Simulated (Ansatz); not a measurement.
# Geometry relaxation of C$_{48}$H$_{2}$O (part 1 of 3)

System: C$_{48}$H$_{2}$O (slab, 51 atoms in the cell).
Method: DFT PBE+D3(BJ), scalar-relativistic, plane waves, PAW, no spin polarisation (Ansatz 0.2.0).

The structure derives from an entry of the Crystallography Open Database. The input holds or restrains some coordinates. Forces given for the steps count only the free coordinates. It belongs to a series of runs on one base structure; here: 1 H2O a cell, upright, over a hollow C-C-C site.

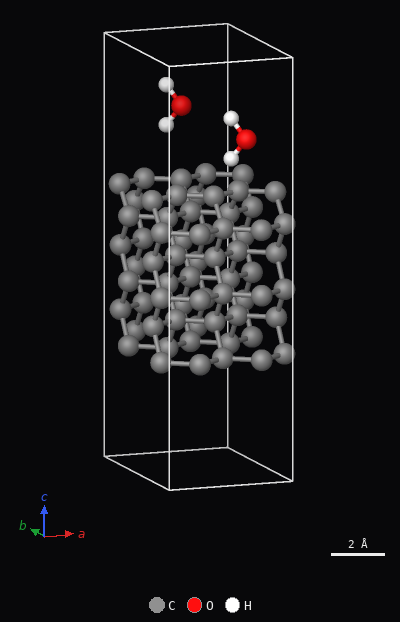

*The input geometry (ball-and-stick view of the cell of the calculation, with the vacuum cut short, seen slightly off an axis). An atom can appear more than once, as a periodic image.*

The input:
```yaml
crystal:
  lattice:
    - [5.0301999808, 0.0, 0.0]
    - [0.0, 7.1137770343, 0.0]
    - [0.0, 0.0, 25.853849976]
  atoms:
    - { symbol: C, position: [0.25, 0.5, 0.309431671] }
    - { symbol: C, position: [0.25, 0.0, 0.309431671] }
    - { symbol: C, position: [0.75, 0.5, 0.309431671] }
    - { symbol: C, position: [0.75, 0.0, 0.309431671] }
    - { symbol: C, position: [0.5, 0.625, 0.309431671] }
    - { symbol: C, position: [0.5, 0.125, 0.309431671] }
    - { symbol: C, position: [0.0, 0.625, 0.309431671] }
    - { symbol: C, position: [0.0, 0.125, 0.309431671] }
    - { symbol: C, position: [0.5, 0.75, 0.3580723956] }
    - { symbol: C, position: [0.5, 0.25, 0.3580723956] }
    - { symbol: C, position: [0.0, 0.75, 0.3580723956] }
    - { symbol: C, position: [0.0, 0.25, 0.3580723956] }
    - { symbol: C, position: [0.75, 0.875, 0.3580723956] }
    - { symbol: C, position: [0.75, 0.375, 0.3580723956] }
    - { symbol: C, position: [0.25, 0.875, 0.3580723956] }
    - { symbol: C, position: [0.25, 0.375, 0.3580723956] }
    - { symbol: C, position: [0.75, 0.0, 0.4067131201] }
    - { symbol: C, position: [0.75, 0.5, 0.4067131201] }
    - { symbol: C, position: [0.25, 0.0, 0.4067131201] }
    - { symbol: C, position: [0.25, 0.5, 0.4067131201] }
    - { symbol: C, position: [0.0, 0.125, 0.4067131201] }
    - { symbol: C, position: [0.0, 0.625, 0.4067131201] }
    - { symbol: C, position: [0.5, 0.125, 0.4067131201] }
    - { symbol: C, position: [0.5, 0.625, 0.4067131201] }
    - { symbol: C, position: [0.0, 0.2505611707, 0.4550989641] }
    - { symbol: C, position: [0.0, 0.7505611707, 0.4550989641] }
    - { symbol: C, position: [0.5, 0.2505611707, 0.4550989641] }
    - { symbol: C, position: [0.5, 0.7505611707, 0.4550989641] }
    - { symbol: C, position: [0.25, 0.3744388293, 0.4550989641] }
    - { symbol: C, position: [0.25, 0.8744388293, 0.4550989641] }
    - { symbol: C, position: [0.75, 0.3744388293, 0.4550989641] }
    - { symbol: C, position: [0.75, 0.8744388293, 0.4550989641] }
    - { symbol: C, position: [0.25, 0.5046180763, 0.5052568183] }
    - { symbol: C, position: [0.25, 0.0046180763, 0.5052568183] }
    - { symbol: C, position: [0.75, 0.5046180763, 0.5052568183] }
    - { symbol: C, position: [0.75, 0.0046180763, 0.5052568183] }
    - { symbol: C, position: [0.5, 0.6203819237, 0.5052568183] }
    - { symbol: C, position: [0.5, 0.1203819237, 0.5052568183] }
    - { symbol: C, position: [0.0, 0.6203819237, 0.5052568183] }
    - { symbol: C, position: [0.0, 0.1203819237, 0.5052568183] }
    - { symbol: C, position: [0.5, 0.7646741098, 0.5464513119] }
    - { symbol: C, position: [0.5, 0.2646741098, 0.5464513119] }
    - { symbol: C, position: [0.0, 0.7646741098, 0.5464513119] }
    - { symbol: C, position: [0.0, 0.2646741098, 0.5464513119] }
    - { symbol: C, position: [0.75, 0.8603258902, 0.5464513119] }
    - { symbol: C, position: [0.75, 0.3603258902, 0.5464513119] }
    - { symbol: C, position: [0.25, 0.8603258902, 0.5464513119] }
    - { symbol: C, position: [0.25, 0.3603258902, 0.5464513119] }
    - { symbol: O, position: [0.5961222287, 0.9437191442, 0.6471326418] }
    - { symbol: H, position: [0.5, 0.9951086301, 0.616847017] }
    - { symbol: H, position: [0.5, 0.9951086301, 0.6774221345] }
basis:
  ecutwfc: 420
kpoints:
  mp_grid: { grid: [3, 2, 1] }
hamiltonian:
  xc: pbe
  dispersion: d3bj
scf:
  occupations: { method: gaussian, width: 0.05 }
output:
  forces: true
  eigenvalues: true
  write_density: true
  write_potential: true
  elf: true
  volumetric_format: npy
relax:
  adjacent_minimum: "off"
  f_tol: 0.04
  max_steps: 100
  constraints:
    - { sites: [0, 1, 2, 3, 4, 5, 6, 7, 8, 9, 10, 11, 12, 13, 14, 15, 16, 17, 18, 19, 20, 21, 22, 23] }
efield:
  axis: 3
  dipole_correction: true
  ramp_width: 0.04
```

Hardware: 4 threads of Arm Neoverse V2, 24 GiB of memory available, shared host.

Command:
```bash
ansatz run input.yaml --threads 4 --pin off --max-ram 10240MiB --backend cpu --events-out ev --progress --plain --runs-dir out
```

Log:
```
Engine: ansatz 0.2.0, aarch64-unknown-linux-gnu
Pseudopotentials: kind: paw
Pseudopotential: C, paw, valence charge 4, recommended cutoff 420 eV (normal), C.paw.azcp
Pseudopotential: O, paw, valence charge 6, recommended cutoff 420 eV (normal), O.paw.azcp
Pseudopotential: H, paw, valence charge 1, recommended cutoff 420 eV (normal), H.paw.azcp
Functional definition: PBE
  parameter kappa = 0.804
  parameter beta = 0.06672455060314922
  exchange = pbe_x(kappa = kappa, mu = beta*pi^2/3)
  correlation = pbe_c(beta = beta)
Crystal: 51 atoms, lattice volume = 925.147 Å³
Basis set: ecut = 420 eV, 18105 PW (Γ), exchange–correlation on 72×96×360 points (8 copies of the dense FFT grid, shifted against one another)
Bands: 151, of which v1, the nominal top of the filled ones, is band 100 counted from 1 (99 counted from 0)
Symmetry: 1 space group operations
Space group: P1 (ITA 1), of the structure as read, at distance tolerance 9.7e-5 Å
k-points: 4 of 6 (time reversal used)
Non-local potential: C, projectors of the file, l = 0: 2, l = 1: 2, l = 2: 1
Non-local potential: O, projectors of the file, l = 0: 2, l = 1: 2, l = 2: 1
Non-local potential: H, projectors of the file, l = 0: 2, l = 1: 1
PAW form: soft (Blöchl's): semilocal exchange-correlation on the pseudo side does not see the compensation charge
PAW one-centre angular grid: C, 110 points (default); XC on 64 Gauss nodes
PAW one-centre angular grid: O, 110 points (default); XC on 64 Gauss nodes
PAW one-centre angular grid: H, 110 points (default); XC on 64 Gauss nodes
Initial density: superposition of atomic densities (neutral atoms: chi_scale 0, normalization atom), corrected by the library's trained network
Initial wavefunctions: pseudopotential atomic-orbital guess
Functional: x = pbe(κ = 0.804, μ = 0.2195149727645171), c = pbe(β = 0.06672455060314922)
SCF iter   1: F=—  HF=-12619.082103 eV  |F-HF|=—  |Δ(HF+E_count)|=         —  Δρ=1.03e-2  dr2=3.56e0  ethr=1.77e-3  p=0.042 e·Å  D=8.29e-3 V/Å  ΔV_dip=-0.21 eV  dr2_dipole=8.51e-3  V_vac-E_F(+/−)=4.97/5.19 eV  ⟨swp⟩=10.8  Hψ=3934  notcnv=0  defer=133
efield: sawtooth ramp at fractional position 0.9734 (placed from the atoms, in the widest stretch of the axis that holds none; the zero of the levels goes with the place), width 0.0400; the density the first Hamiltonian is built on has a dipole p = 0.042 e·Å; the dipole correction subtracts the counter field D = 8.29e-3 V/Å, which shifts the + side's vacuum level by -0.21 eV against the − side's; the planar-averaged density in the ramp window peaks in size at 6.0e-6 e/Å³
preconditioner: auto → LDOS  [insulator: Δε(μ)=0.155 eV  Ē_g=15.340 eV  σ=0.050 eV  W_gap=0.64  n_scr=146 (ndim 8)  ℏωp=17.3 eV  f_vac=0.610  D(μ)=12.00/eV (n_scr^D=52)  ε∞_Penn≈2.3  β→1.0]
SCF iter   2: F=—  HF=-12618.744282 eV  |F-HF|=—  |Δ(HF+E_count)|=   3.38e-1  Δρ=7.58e-3  dr2=2.53e0  ethr=1.77e-3  p=0.060 e·Å  D=1.18e-2 V/Å  ΔV_dip=-0.30 eV  dr2_dipole=8.34e-1  V_vac-E_F(+/−)=5.34/5.64 eV  ⟨swp⟩=2.2  Hψ=916  notcnv=0  defer=172
SCF iter   3: F=—  HF=-12618.587146 eV  |F-HF|=—  |Δ(HF+E_count)|=   1.57e-1  Δρ=3.73e-3  dr2=4.79e-1  ethr=1.27e-3  p=0.138 e·Å  D=2.70e-2 V/Å  ΔV_dip=-0.70 eV  dr2_dipole=4.94e-2  V_vac-E_F(+/−)=4.99/5.69 eV  ⟨swp⟩=2.2  Hψ=689  notcnv=0  defer=172
SCF iter   4: F=—  HF=-12618.552077 eV  |F-HF|=—  |Δ(HF+E_count)|=   3.51e-2  Δρ=2.26e-3  dr2=1.36e-1  ethr=2.39e-4  p=0.139 e·Å  D=2.72e-2 V/Å  ΔV_dip=-0.70 eV  dr2_dipole=4.46e-4  V_vac-E_F(+/−)=5.08/5.79 eV  ⟨swp⟩=2.0  Hψ=835  notcnv=0  defer=173
SCF iter   5: F=—  HF=-12618.536240 eV  |F-HF|=—  |Δ(HF+E_count)|=   1.58e-2  Δρ=1.80e-3  dr2=5.21e-2  ethr=6.78e-5  p=0.160 e·Å  D=3.13e-2 V/Å  ΔV_dip=-0.81 eV  dr2_dipole=1.83e-3  V_vac-E_F(+/−)=5.09/5.90 eV  ⟨swp⟩=2.0  Hψ=798  notcnv=0  defer=173
SCF iter   6: F=—  HF=-12618.529038 eV  |F-HF|=—  |Δ(HF+E_count)|=   7.20e-3  Δρ=6.71e-4  dr2=6.91e-3  ethr=2.61e-5  p=0.168 e·Å  D=3.29e-2 V/Å  ΔV_dip=-0.85 eV  dr2_dipole=8.29e-5  V_vac-E_F(+/−)=5.11/5.96 eV  ⟨swp⟩=2.0  Hψ=1080  notcnv=0  defer=173
SCF iter   7: F=—  HF=-12618.528965 eV  |F-HF|=—  |Δ(HF+E_count)|=   7.32e-5  Δρ=1.67e-4  dr2=3.85e-4  ethr=3.45e-6  p=0.171 e·Å  D=3.34e-2 V/Å  ΔV_dip=-0.86 eV  dr2_dipole=3.64e-5  V_vac-E_F(+/−)=5.11/5.97 eV  ⟨swp⟩=2.0  Hψ=824  notcnv=0  defer=173
SCF iter   8: F=-12618.529007 eV  HF=-12618.529004 eV  |F-HF|=3.33e-6  |Δ(HF+E_count)|=   3.84e-5  Δρ=5.35e-5  dr2=2.79e-5  ethr=2.00e-8  p=0.171 e·Å  D=3.34e-2 V/Å  ΔV_dip=-0.86 eV  dr2_dipole=2.54e-9  V_vac-E_F(+/−)=5.11/5.97 eV  ⟨swp⟩=38.8  Hψ=9791  notcnv=0
SCF 1 converged in 8 iterations: F = -12618.529007 eV  dr2 = 2.79e-5
  greatest PAW one-centre occupation: 0.869 electrons in one spin orbital (limit 2), on the O atom at site 48 (counted from 0), in its partial waves of l = 0
relax step   1: F+E_penalty+E_count = -12618.52900696 eV  Δ(F+E_penalty+E_count) = +0.000e0 eV  max|allowed force component| = 8.011e-1 eV/Å  Δτ_max = 0.0000 Å  (8 SCF iters, dr2 threshold 4.00e-5 eV, accepted)
Initial density: handed on by an earlier stage of this run
Initial wavefunctions: those handed on with the density
iter 1 solved again at ethr=1.86e-4 eV; its pass at ethr=3.10e-3 eV (dr2=3.73e-1 eV) is discarded
SCF iter   1: F=—  HF=-12618.677058 eV  |F-HF|=—  |Δ(HF+E_count)|=         —  Δρ=1.06e-2  dr2=3.75e-1  ethr=1.86e-4  p=0.171 e·Å  D=3.34e-2 V/Å  ΔV_dip=-0.86 eV  dr2_dipole=8.23e-5  V_vac-E_F(+/−)=5.11/5.97 eV  ⟨swp⟩=1.2  Hψ=2643  notcnv=0  defer=134
efield: sawtooth ramp at fractional position 0.9734 (handed on by an earlier solve), width 0.0400; the density the first Hamiltonian is built on has a dipole p = 0.171 e·Å; the dipole correction subtracts the counter field D = 3.34e-2 V/Å, which shifts the + side's vacuum level by -0.86 eV against the − side's; the planar-averaged density in the ramp window peaks in size at 8.3e-7 e/Å³
preconditioner: auto → LDOS  [insulator: Δε(μ)=0.107 eV  Ē_g=15.368 eV  σ=0.050 eV  W_gap=0.68  n_scr=146 (ndim 8)  ℏωp=17.3 eV  f_vac=0.609  D(μ)=12.93/eV (n_scr^D=64)  ε∞_Penn≈2.3  β→1.0]
SCF iter   2: F=—  HF=-12618.678491 eV  |F-HF|=—  |Δ(HF+E_count)|=   1.43e-3  Δρ=4.53e-3  dr2=2.20e-1  ethr=1.86e-4  p=0.087 e·Å  D=1.70e-2 V/Å  ΔV_dip=-0.44 eV  dr2_dipole=1.80e-3  V_vac-E_F(+/−)=5.54/5.97 eV  ⟨swp⟩=4.5  Hψ=1293  notcnv=0  defer=134
SCF iter   3: F=—  HF=-12618.613893 eV  |F-HF|=—  |Δ(HF+E_count)|=   6.46e-2  Δρ=1.58e-3  dr2=2.28e-2  ethr=1.10e-4  p=0.147 e·Å  D=2.87e-2 V/Å  ΔV_dip=-0.74 eV  dr2_dipole=1.73e-3  V_vac-E_F(+/−)=5.23/5.97 eV  ⟨swp⟩=3.0  Hψ=1425  notcnv=0  defer=143
SCF iter   4: F=—  HF=-12618.610517 eV  |F-HF|=—  |Δ(HF+E_count)|=   3.38e-3  Δρ=4.42e-4  dr2=1.27e-3  ethr=1.14e-5  p=0.156 e·Å  D=3.04e-2 V/Å  ΔV_dip=-0.79 eV  dr2_dipole=7.20e-5  V_vac-E_F(+/−)=5.19/5.97 eV  ⟨swp⟩=3.0  Hψ=1168  notcnv=0  defer=143
SCF iter   5: F=—  HF=-12618.610263 eV  |F-HF|=—  |Δ(HF+E_count)|=   2.54e-4  Δρ=8.07e-5  dr2=6.61e-5  ethr=6.37e-7  p=0.152 e·Å  D=2.98e-2 V/Å  ΔV_dip=-0.77 eV  dr2_dipole=4.39e-6  V_vac-E_F(+/−)=5.20/5.97 eV  ⟨swp⟩=3.0  Hψ=1211  notcnv=0  defer=143
SCF iter   6: F=-12618.610264 eV  HF=-12618.610265 eV  |F-HF|=1.54e-6  |Δ(HF+E_count)|=   2.62e-6  Δρ=2.60e-5  dr2=6.65e-6  ethr=2.01e-8  p=0.152 e·Å  D=2.97e-2 V/Å  ΔV_dip=-0.77 eV  dr2_dipole=1.72e-7  V_vac-E_F(+/−)=5.21/5.97 eV  ⟨swp⟩=30.2  Hψ=8375  notcnv=0
SCF 2 converged in 6 iterations: F = -12618.610264 eV  dr2 = 6.65e-6
relax step   2: F+E_penalty+E_count = -12618.61026369 eV  Δ(F+E_penalty+E_count) = -8.126e-2 eV  max|allowed force component| = 4.768e-1 eV/Å  Δτ_max = 0.1950 Å  (6 SCF iters, dr2 threshold 4.01e-5 eV, accepted)
[... from here on the SCF iterations and repeated set-up lines of each step are left out, up to the last step ...]
SCF 3 converged in 6 iterations: F = -12618.615953 eV  dr2 = 9.16e-6
relax step   3: F+E_penalty+E_count = -12618.61595251 eV  Δ(F+E_penalty+E_count) = -5.689e-3 eV  max|allowed force component| = 1.111e0 eV/Å  Δτ_max = 0.1911 Å  (6 SCF iters, dr2 threshold 1.42e-5 eV, accepted)
SCF 4 converged in 6 iterations: F = -12618.649780 eV  dr2 = 7.84e-6
relax step   4: F+E_penalty+E_count = -12618.64978040 eV  Δ(F+E_penalty+E_count) = -3.383e-2 eV  max|allowed force component| = 5.452e-1 eV/Å  Δτ_max = 0.2000 Å  (6 SCF iters, dr2 threshold 1.00e-4 eV, accepted)
SCF 5 converged in 5 iterations: F = -12618.642175 eV  dr2 = 2.84e-5
relax step   5: F+E_penalty+E_count = -12618.64217510 eV  Δ(F+E_penalty+E_count) = +7.605e-3 eV  max|allowed force component| = 1.033e0 eV/Å  Δτ_max = 0.1653 Å  (5 SCF iters, dr2 threshold 7.16e-5 eV, rejected (line search))
SCF 6 converged in 9 iterations: F = -12618.656946 eV  dr2 = 5.61e-8
relax step   6: F+E_penalty+E_count = -12618.65694571 eV  Δ(F+E_penalty+E_count) = -7.165e-3 eV  max|allowed force component| = 3.747e-1 eV/Å  Δτ_max = 0.0827 Å  (9 SCF iters, accepted)
SCF 7 converged in 5 iterations: F = -12618.664848 eV  dr2 = 7.96e-6
relax step   7: F+E_penalty+E_count = -12618.66484752 eV  Δ(F+E_penalty+E_count) = -7.902e-3 eV  max|allowed force component| = 1.948e-1 eV/Å  Δτ_max = 0.0966 Å  (5 SCF iters, dr2 threshold 3.38e-5 eV, accepted)
SCF 8 converged in 6 iterations: F = -12618.667536 eV  dr2 = 5.30e-6
relax step   8: F+E_penalty+E_count = -12618.66753644 eV  Δ(F+E_penalty+E_count) = -2.689e-3 eV  max|allowed force component| = 6.056e-1 eV/Å  Δτ_max = 0.1462 Å  (6 SCF iters, dr2 threshold 1.03e-5 eV, accepted)
SCF 9 converged in 6 iterations: F = -12618.676617 eV  dr2 = 2.22e-6
relax step   9: F+E_penalty+E_count = -12618.67661652 eV  Δ(F+E_penalty+E_count) = -9.080e-3 eV  max|allowed force component| = 3.912e-1 eV/Å  Δτ_max = 0.1156 Å  (6 SCF iters, dr2 threshold 9.91e-5 eV, accepted)
SCF 10 converged in 5 iterations: F = -12618.681345 eV  dr2 = 1.65e-5
relax step  10: F+E_penalty+E_count = -12618.68134503 eV  Δ(F+E_penalty+E_count) = -4.729e-3 eV  max|allowed force component| = 4.365e-1 eV/Å  Δτ_max = 0.1950 Å  (5 SCF iters, dr2 threshold 6.39e-5 eV, accepted)
SCF 11 converged in 5 iterations: F = -12618.693511 eV  dr2 = 2.69e-5
relax step  11: F+E_penalty+E_count = -12618.69351132 eV  Δ(F+E_penalty+E_count) = -1.217e-2 eV  max|allowed force component| = 1.089e-1 eV/Å  Δτ_max = 0.2000 Å  (5 SCF iters, dr2 threshold 7.95e-5 eV, accepted)
SCF 12 converged in 10 iterations: F = -12618.694443 eV  dr2 = 1.11e-8
relax step  12: F+E_penalty+E_count = -12618.69444272 eV  Δ(F+E_penalty+E_count) = -9.314e-4 eV  max|allowed force component| = 4.750e-1 eV/Å  Δτ_max = 0.1962 Å  (10 SCF iters, accepted)
SCF 13 converged in 6 iterations: F = -12618.690474 eV  dr2 = 2.78e-6
relax step  13: F+E_penalty+E_count = -12618.69047397 eV  Δ(F+E_penalty+E_count) = +3.969e-3 eV  max|allowed force component| = 9.838e-1 eV/Å  Δτ_max = 0.1952 Å  (6 SCF iters, dr2 threshold 1.41e-5 eV, rejected (line search))
SCF 14 converged in 7 iterations: F = -12618.700977 eV  dr2 = 2.91e-8
relax step  14: F+E_penalty+E_count = -12618.70097674 eV  Δ(F+E_penalty+E_count) = -6.534e-3 eV  max|allowed force component| = 3.701e-1 eV/Å  Δτ_max = 0.0953 Å  (7 SCF iters, accepted)
SCF 15 converged in 4 iterations: F = -12618.704523 eV  dr2 = 4.30e-5
relax step  15: F+E_penalty+E_count = -12618.70452278 eV  Δ(F+E_penalty+E_count) = -3.546e-3 eV  max|allowed force component| = 1.972e-1 eV/Å  Δτ_max = 0.0658 Å  (4 SCF iters, dr2 threshold 8.32e-5 eV, accepted)
SCF 16 converged in 6 iterations: F = -12618.708292 eV  dr2 = 2.74e-6
relax step  16: F+E_penalty+E_count = -12618.70829150 eV  Δ(F+E_penalty+E_count) = -3.769e-3 eV  max|allowed force component| = 1.210e-1 eV/Å  Δτ_max = 0.1451 Å  (6 SCF iters, dr2 threshold 1.10e-5 eV, accepted)
SCF 17 converged in 6 iterations: F = -12618.710592 eV  dr2 = 3.38e-6
relax step  17: F+E_penalty+E_count = -12618.71059197 eV  Δ(F+E_penalty+E_count) = -2.300e-3 eV  max|allowed force component| = 2.508e-1 eV/Å  Δτ_max = 0.1949 Å  (6 SCF iters, dr2 threshold 4.16e-6 eV, accepted)
SCF 18 converged in 5 iterations: F = -12618.711985 eV  dr2 = 1.19e-5
relax step  18: F+E_penalty+E_count = -12618.71198529 eV  Δ(F+E_penalty+E_count) = -1.393e-3 eV  max|allowed force component| = 1.161e-1 eV/Å  Δτ_max = 0.0899 Å  (5 SCF iters, dr2 threshold 2.37e-5 eV, accepted)
SCF 19 converged in 6 iterations: F = -12618.712029 eV  dr2 = 6.91e-7
relax step  19: F+E_penalty+E_count = -12618.71202917 eV  Δ(F+E_penalty+E_count) = -4.387e-5 eV  max|allowed force component| = 1.320e-1 eV/Å  Δτ_max = 0.0896 Å  (6 SCF iters, dr2 threshold 2.89e-6 eV, accepted)
SCF 20 converged in 6 iterations: F = -12618.712562 eV  dr2 = 1.77e-7
relax step  20: F+E_penalty+E_count = -12618.71256170 eV  Δ(F+E_penalty+E_count) = -5.325e-4 eV  max|allowed force component| = 8.731e-2 eV/Å  Δτ_max = 0.0269 Å  (6 SCF iters, dr2 threshold 3.74e-6 eV, accepted)
SCF 21 converged in 5 iterations: F = -12618.713073 eV  dr2 = 2.88e-6
relax step  21: F+E_penalty+E_count = -12618.71307304 eV  Δ(F+E_penalty+E_count) = -5.113e-4 eV  max|allowed force component| = 2.412e-2 eV/Å  Δτ_max = 0.0451 Å  (5 SCF iters, dr2 threshold 3.33e-6 eV, accepted)
iter 1 solved again at ethr=1.44e-9 eV; its pass at ethr=3.10e-3 eV (dr2=2.88e-6 eV) is discarded
```
